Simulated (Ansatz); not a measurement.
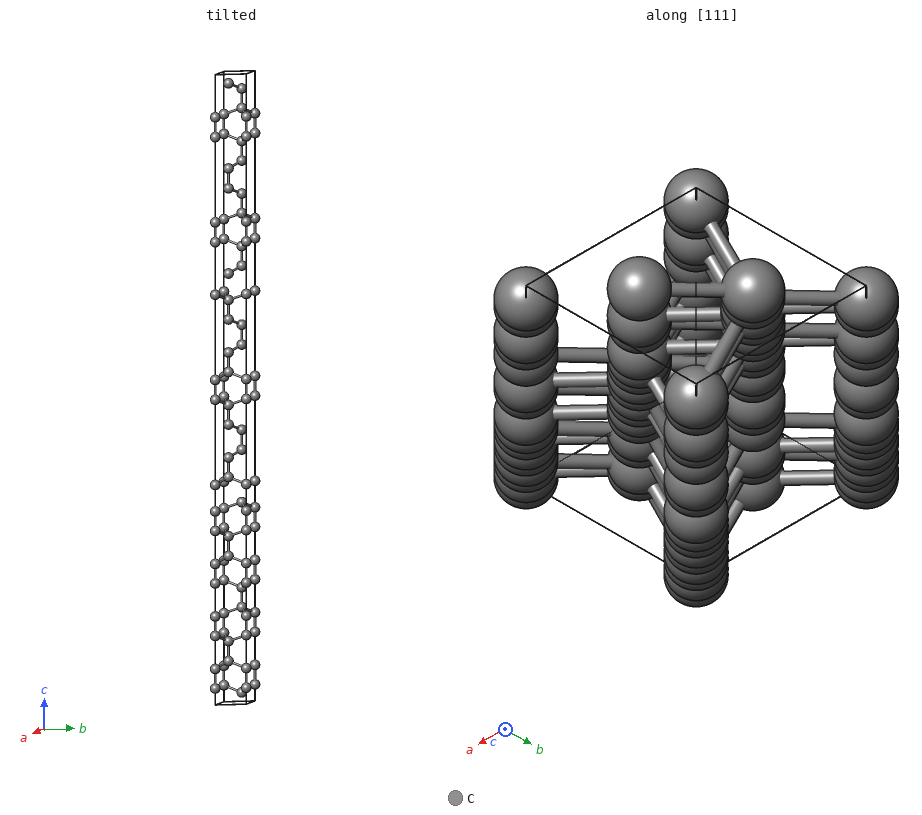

The figure gives a ball-and-stick picture of the atoms, viewed slightly off an axis and along [111]. The edges of the conventional unit cell are marked.

- The element is carbon.
- It belongs to space group R3m (No. 160) and has a rhombohedral (trigonal R) lattice.
- The cell holds 48 atoms.
- Counting contacts within bonding distance, the coordination numbers are C 3 to 4 (mean 3.9).
- The bonds build C layers parallel to (001).

The structure was taken from an entry, possibly a prediction, of the Crystallography Open Database. The cell was then strained or its atoms displaced on purpose. It went into a calculation with Ansatz.

At this level of theory the run's own cell isn't at rest (forces up to 4.5 eV/Å), so its distances can differ from those at equilibrium, the more so the softer the solid.
